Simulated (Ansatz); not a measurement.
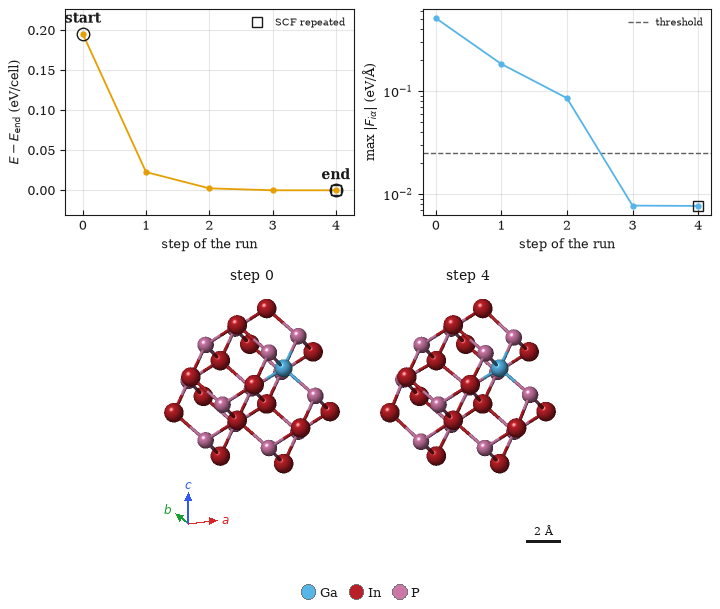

First and last geometry of a relaxation of a defect cell of composition In$_{7}$GaP$_{8}$, with the history of the run. The picture is a ball-and-stick view of the atoms within 5.8 Å of the atom that moves most (axes of the conventional cell (4 times the calculation's cell)), seen slightly off an axis. Lengths and directions refer to the drawn axes.

Case: Ga on a In site (a), charge +0, atoms relaxed at the host's cell.

The calculation used Ansatz, DFT PBE, scalar-relativistic, plane waves, PAW. (plane-wave cutoff 420 eV; k-point mesh 3 × 3 × 3; occupations gaussian; smearing width 0.02 eV; no spin polarisation; atoms relaxed in a fixed cell; force threshold 0.025 eV/Å; at most 45 steps)

Did the run converge, and what did it change?

Answer. It converged. The largest moves, 0.11 Å, are those of P atoms. In and Ga stay in place. The lattice vectors keep their values. Near-neighbour distances that change, for instance: Ga–P 2.581 → 2.476 Å, In–P 2.581 → 2.617 Å. Among the angles between lasting bonds that change: P–In–P 109.5° → 113.9°, In–P–In 109.5° → 107.2°, Ga–P–In 109.5° → 111.7°. Over 3 accepted moves (4 points after the start) the energy falls by 0.196 eV per cell of the calculation. Largest force component: 0.51 eV/Å at the start, 0.0077 eV/Å at the end. 1 step only repeated the SCF at the same geometry. The run took 46 s on 4 threads of Arm Neoverse N1, with other jobs on the host, peak memory 1 GiB.

```
step  E − E(0), meV/atom  largest force component, eV/Å                         note
   0                0.00                         0.5129                             
   1              -10.80                         0.1839                             
   2              -12.07                         0.0858                             
   3              -12.22                         0.0078                             
   4              -12.22                         0.0077  same geometry, SCF repeated
```

Limits of the set-up: the periodic images lie only 8.4 Å apart, so the values are limited by the cell's size.
